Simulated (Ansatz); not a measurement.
## Electronic structure of H3C2 in real space

Input file:

```
crystal:
  lattice:
    - [3.4779384789, -3.2460731993, 0.0828621554]
    - [3.4779384789, 3.2460731993, 0.0828621554]
    - [-0.6679282058, 0.0, 4.2351733624]
  atoms:
    - { symbol: H, position: [0.2553486201, 0.2553486201, 0.5269281635] }
    - { symbol: H, position: [0.7446513799, 0.7446513799, 0.4730718365] }
    - { symbol: H, position: [0.2178171978, 0.4943985518, 0.2240209383] }
    - { symbol: H, position: [0.5056014482, 0.7821828022, 0.7759790617] }
    - { symbol: H, position: [0.7821828022, 0.5056014482, 0.7759790617] }
    - { symbol: H, position: [0.4943985518, 0.2178171978, 0.2240209383] }
    - { symbol: C, position: [0.0796811746, 0.0796811746, 0.0807278598] }
    - { symbol: C, position: [0.9203188254, 0.9203188254, 0.9192721402] }
    - { symbol: C, position: [0.2708796964, 0.2708796964, 0.2726958582] }
    - { symbol: C, position: [0.7291203036, 0.7291203036, 0.7273041418] }
basis:
  ecutwfc: 420
kpoints:
  mp_grid: { grid: [6, 6, 6] }
hamiltonian:
  xc: pbe
  dispersion: d3bj
scf:
  occupations: { method: gaussian, width: 0.02 }
output:
  forces: true
  stress: true
  eigenvalues: true
  write_density: true
  write_potential: true
  elf: true
  volumetric_format: npy
relax:
  adjacent_minimum: "off"
  f_tol: 0.01
  max_steps: 30
  cell: { stress_tol: 0.1, fix: [volume] }
```

Launched as:

```sh
ansatz run input.yaml --threads 4 --pin off --max-ram 10240MiB --backend cpu --events-out ev --progress --plain --runs-dir out
```

Below, planes, directions and counts refer to the conventional cell (a = 6.87 Å, b = 6.50 Å, c = 4.33 Å, α = 90.00°, β = 96.86°, γ = 90.00°).

The fields are those of the run's last geometry, not of the input's.

Space group C2/m; changed on purpose from its base cell (volume × 1.03, shape and atoms relaxed).

All numbers below come from DFT PBE+D3(BJ), scalar-relativistic, plane waves, PAW (Ansatz).

In a PAW calculation such maps are meaningful between the atoms, not at the nuclei.

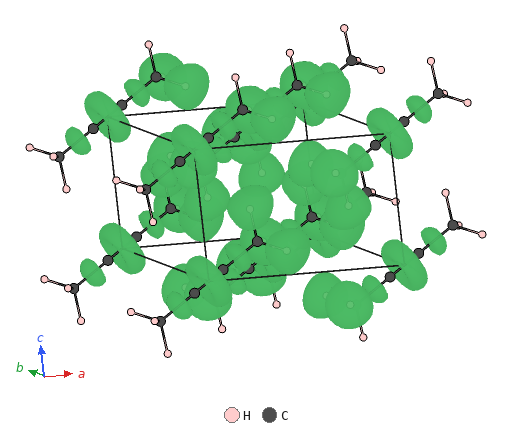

Figure 1. Isosurface of the ELF at 0.8 (green), seen at an oblique angle. Core shells and regions of very low density are left out. Sticks mark near contacts.

Q: Describe the localisation domains.

A: The ELF exceeds this value in six regions between bonded C–C atoms (shared pairs) and twelve regions around hydrogen nuclei, counted in one cell of 20 atoms. Any copies at cell faces, edges or corners count once. Along the contacts the grid gives the following. C–H (1.10 Å): the ELF climbs to about 1 towards the hydrogen, as it does in any bond to H: an ordinary covalent bond to hydrogen. C–C (1.22 Å): the ELF peaks at about 0.85 between the atoms (inside overlapping PAW spheres, so only a guide): a short, multiple covalent bond.

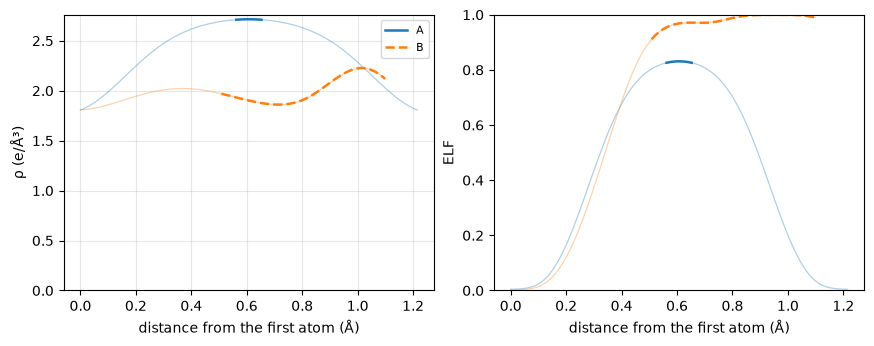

Figure 2. Valence charge density (pseudo) and ELF along straight lines between neighbouring atoms. Thin, pale parts lie inside the atomic spheres.

Q: Which curve belongs to which contact (C–C and C–H)? The first atom named is at distance zero.

A: Curve A: C–C (1.22 Å): the density is about 2.7 e/Å³ at the midpoint; the ELF peaks at about 0.85 between the atoms (inside overlapping PAW spheres, so only a guide): a multiple bond. Curve B: C–H (1.10 Å): ρ is about 1.9 e/Å³ halfway; the ELF climbs to about 1 towards the hydrogen (a covalent bond by its length).

Q: Metal or insulator at this level of theory?

A: It is gapped, with a Kohn–Sham gap of 4.6 eV on the k-point mesh, an upper bound to the gap of this method.
